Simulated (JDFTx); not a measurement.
Ru: single-point calculation

The run: single-point calculation of Ru (P6₃/mmc, 2 atoms in the cell). Method and program: Kohn-Sham DFT of a periodic cell, PBE, PseudoDojo-SR-PBE-0.5-standard, no spin polarisation (JDFTx 1.7.0 (patched build)).

The structure derives from an entry of the Crystallography Open Database.

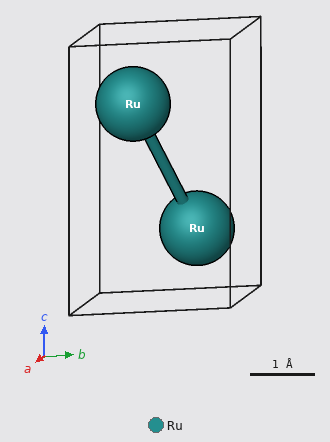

*The structure (ball-and-stick view of the cell of the calculation, seen slightly off an axis).*

Near neighbours in the crystal (not all of them lie inside the picture): Ru has 12 Ru at 2.65 to 2.71 Å.

## Results in brief

| quantity | value |
| --- | --- |
| outcome | converged |
| space group (tolerance 0.01 Å) | P6₃/mmc (194) |
| electrons treated | 32 |
| free energy | −5184.2049 eV |
| Fermi energy | 23.640 eV |
| gap on the k-point mesh | none (metallic) |
| pressure | 5.14 GPa |
| largest force (length of the vector) | under 0.001 eV/Å |
| hardware | 1 thread of Intel Xeon (Sapphire Rapids), 64 GiB of memory available, shared host |
| wall time | 76 s |
| peak memory | 0.2 GiB |

## Notes

The cell is under a pressure of 5.1 GPa at this level, so it is not at its equilibrium volume.

## The input
```
lattice \
    5.1132209480    -2.5566104740     0.0000000000 \
    0.0000000000     4.4281792362     0.0000000000 \
    0.0000000000     0.0000000000     8.0916182930
coords-type Lattice
ion Ru     0.6666666667     0.3333333333     0.7500000000 1
ion Ru     0.3333333333     0.6666666667     0.2500000000 1

ion-species pseudo/Ru.upf
elec-cutoff 42 336
elec-ex-corr gga-PBE
kpoint-folding 11 11 6
elec-smearing Fermi 0.0018374661
elec-n-bands 23
electronic-SCF nIterations 100 energyDiffThreshold 1e-09
electronic-minimize nIterations 30 energyDiffThreshold 1e-7
converge-empty-states yes
forces-output-coords Cartesian

dump-name run.$VAR
dump End Ecomponents EigStats BandEigs Kpoints Forces Stress
```

Launched with:
```bash
jdftx -c 1 -i Ru.in -o Ru.out
```

## The program's output
```
*************** JDFTx 1.7.0 (patched build) ***************

Input parsed successfully to the following command list (including defaults):
[... the input with its defaults ...]

---------- Setting up symmetries ----------

Found 24 point-group symmetries of the bravais lattice
Found 24 space-group symmetries with basis
Applied RMS atom displacement 2.95212e-10 bohrs to make symmetries exact.

---------- Initializing the Grid ----------
R =
[      5.11322     -2.55661            0  ]
[            0      4.42818            0  ]
[            0            0      8.09162  ]
unit cell volume = 183.213
G =
[    1.22881   0.709455         -0  ]
[          0    1.41891          0  ]
[          0         -0   0.776505  ]
Minimum fftbox size, Smin = [  44  44  68  ]
Chosen fftbox size, S = [  48  48  70  ]

---------- Initializing tighter grid for wavefunction operations ----------
R =
[      5.11322     -2.55661            0  ]
[            0      4.42818            0  ]
[            0            0      8.09162  ]
unit cell volume = 183.213
G =
[    1.22881   0.709455         -0  ]
[          0    1.41891          0  ]
[          0         -0   0.776505  ]
Minimum fftbox size, Smin = [  32  32  48  ]
Chosen fftbox size, S = [  32  32  48  ]

---------- Exchange Correlation functional ----------
Initalized PBE GGA exchange.
Initalized PBE GGA correlation.

---------- Setting up pseudopotentials ----------
Width of ionic core gaussian charges (only for fluid interactions / plotting) set to 0

Reading pseudopotential file 'pseudo/Ru.upf':
  'Ru' pseudopotential, 'PBE' functional
  Generated using ONCVPSP code by D. R. Hamann
  16 valence electrons, 4 orbitals, 6 projectors, 1001 radial grid points, with lMax = 2
    4S    l: 0   occupation:  2.0   eigenvalue: -2.806593
    4P    l: 1   occupation:  6.0   eigenvalue: -1.705763
    4D    l: 2   occupation:  7.0   eigenvalue: -0.191184
    5S    l: 0   occupation:  1.0   eigenvalue: -0.155807
  Core radius for overlap checks: 1.34 bohrs.

Initialized 1 species with 2 total atoms.

Folded 1 k-points by 11x11x6 to 726 k-points.

---------- Setting up k-points, bands, fillings ----------
Reduced to 64 k-points under symmetry.
Computing the number of bands and number of electrons
Calculating initial fillings.
nElectrons:  32.000000   nBands: 23   nStates: 64

----- Setting up reduced wavefunction bases (one per k-point) -----
average nbasis = 2381.963 , ideal nbasis = 2381.898

---------- Setting up ewald sum ----------
Optimum gaussian width for ewald sums = 2.018630 bohr.
Real space sum over 1521 unit cells with max indices [  6  6  4  ]
Reciprocal space sum over 2057 terms with max indices [  5  5  8  ]

---------- Allocating electronic variables ----------
Initializing wave functions:  linear combination of atomic orbitals
Note: number of bands (23) exceeds available atomic orbitals (20)
Ru pseudo-atom occupations:   s ( 2 0 )  p ( 6 )  d ( 8 )
	FillingsUpdate:  mu: +0.849785057  nElectrons: 32.000000
LCAOMinimize: Iter:   0  F: -190.3871829310472492  |grad|_K:  2.128e-03  alpha:  1.000e+00
	FillingsUpdate:  mu: +0.892887087  nElectrons: 32.000000
LCAOMinimize: Iter:   1  F: -190.4446098331634403  |grad|_K:  5.575e-05  alpha:  7.119e-01  linmin:  2.497e-01  cgtest: -9.068e-01
	FillingsUpdate:  mu: +0.892902819  nElectrons: 32.000000
[... 4 lines of inner loops ...]
LCAOMinimize: Iter:   4  F: -190.4446463632749840  |grad|_K:  3.514e-07  alpha:  9.460e-01  linmin:  8.660e-05  cgtest:  2.747e-01
	FillingsUpdate:  mu: +0.891866862  nElectrons: 32.000000
LCAOMinimize: Iter:   5  F: -190.4446463647160783  |grad|_K:  8.648e-09  alpha:  6.904e-01  linmin:  7.032e-03  cgtest: -2.506e-02
LCAOMinimize: Converged (|Delta F|<1.000000e-06 for 2 iters).

-------- Electronic minimization -----------
Will mix electronic density at each iteration.
	FillingsUpdate:  mu: +0.891866862  nElectrons: 32.000000
	FillingsUpdate:  mu: +0.885692790  nElectrons: 32.000000
SCF: Cycle:  0   F: -190.508338699986410   dF: -6.369e-02   |Residual|: 9.358e-02   |deigs|: 2.112e-01
	FillingsUpdate:  mu: +0.871648834  nElectrons: 32.000000
SCF: Cycle:  1   F: -190.515768755576943   dF: -7.430e-03   |Residual|: 2.737e-02   |deigs|: 1.654e-02
	FillingsUpdate:  mu: +0.868689305  nElectrons: 32.000000
SCF: Cycle:  2   F: -190.516004439756642   dF: -2.357e-04   |Residual|: 1.137e-02   |deigs|: 3.281e-03
	FillingsUpdate:  mu: +0.869212609  nElectrons: 32.000000
SCF: Cycle:  3   F: -190.516006263855729   dF: -1.824e-06   |Residual|: 2.872e-03   |deigs|: 8.658e-04
	FillingsUpdate:  mu: +0.868938626  nElectrons: 32.000000
SCF: Cycle:  4   F: -190.516012349811632   dF: -6.086e-06   |Residual|: 1.430e-03   |deigs|: 3.364e-04
	FillingsUpdate:  mu: +0.868692418  nElectrons: 32.000000
SCF: Cycle:  5   F: -190.516014152950220   dF: -1.803e-06   |Residual|: 5.360e-04   |deigs|: 3.155e-04
	FillingsUpdate:  mu: +0.868746261  nElectrons: 32.000000
SCF: Cycle:  6   F: -190.516014334007963   dF: -1.811e-07   |Residual|: 1.207e-04   |deigs|: 7.074e-05
	FillingsUpdate:  mu: +0.868733030  nElectrons: 32.000000
SCF: Cycle:  7   F: -190.516014333809920   dF: +1.980e-10   |Residual|: 8.988e-05   |deigs|: 2.075e-05
	FillingsUpdate:  mu: +0.868748305  nElectrons: 32.000000
SCF: Cycle:  8   F: -190.516014342586658   dF: -8.777e-09   |Residual|: 2.251e-05   |deigs|: 8.898e-05
	FillingsUpdate:  mu: +0.868747713  nElectrons: 32.000000
SCF: Cycle:  9   F: -190.516014342734536   dF: -1.479e-10   |Residual|: 7.050e-06   |deigs|: 4.722e-05
	FillingsUpdate:  mu: +0.868745597  nElectrons: 32.000000
SCF: Cycle: 10   F: -190.516014342706285   dF: +2.825e-11   |Residual|: 1.217e-05   |deigs|: 1.645e-05
	FillingsUpdate:  mu: +0.868746397  nElectrons: 32.000000
SCF: Cycle: 11   F: -190.516014342789589   dF: -8.330e-11   |Residual|: 5.158e-06   |deigs|: 2.608e-05
	FillingsUpdate:  mu: +0.868747015  nElectrons: 32.000000
SCF: Cycle: 12   F: -190.516014342810848   dF: -2.126e-11   |Residual|: 1.240e-06   |deigs|: 1.247e-05
SCF: Converged (|Delta E|<1.000000e-09 for 2 iters).

Setting wave functions to eigenvectors of Hamiltonian
Converging empty states (this may take a while): |deigs|: 5.859e-04

# Stress tensor in Cartesian coordinates [Eh/a0^3]:
[ -0.000174954            0            0  ]
[            0 -0.000174954            0  ]
[            0            0 -0.000174211  ]

# Ionic positions in lattice coordinates:
ion Ru   0.666666666666667   0.333333333333333   0.750000000000000 1
ion Ru   0.333333333333333   0.666666666666667   0.250000000000000 1

# Forces in Cartesian coordinates:
force Ru  -0.000000000000000  -0.000000000000000  -0.000000000000000 1
force Ru   0.000000000000000   0.000000000000000  -0.000000000000000 1

# Energy components:
   Eewald =     -163.9922064428763235
       EH =       28.3790597750778701
     Eloc =     -113.2046770560101407
      Enl =       15.5892982801578501
      Exc =      -34.1493498051823394
 Exc_core =       11.6458407089515248
       KE =       65.2166382943662626
-------------------------------------
     Etot =     -190.5153962455153192
       TS =        0.0006180972955307
-------------------------------------
        F =     -190.5160143428108483

IonicMinimize: Iter:   0  F: -190.516014342810848  |grad|_K:  5.126e-36
IonicMinimize: Converged (|grad|_K<1.000000e-04).

#--- Lowdin population analysis ---
# oxidation-state Ru +0.091 +0.091

Dumping 'run.eigStats' ...
	eMin: -1.817107 at state 0 ( [ +0.000000 +0.000000 +0.000000 ] spin 0 )
	HOMO: +0.868059 at state 12 ( [ +0.000000 +0.272727 +0.000000 ] spin 0 )
	mu  : +0.868747
	LUMO: +0.869384 at state 48 ( [ +0.181818 +0.272727 +0.000000 ] spin 0 )
	eMax: +1.546663 at state 24 ( [ +0.090909 +0.090909 +0.000000 ] spin 0 )
	HOMO-LUMO gap: +0.001325
	Optical gap  : +0.003195 at state 18 ( [ +0.000000 +0.363636 +0.333333 ] spin 0 )
Done!
```
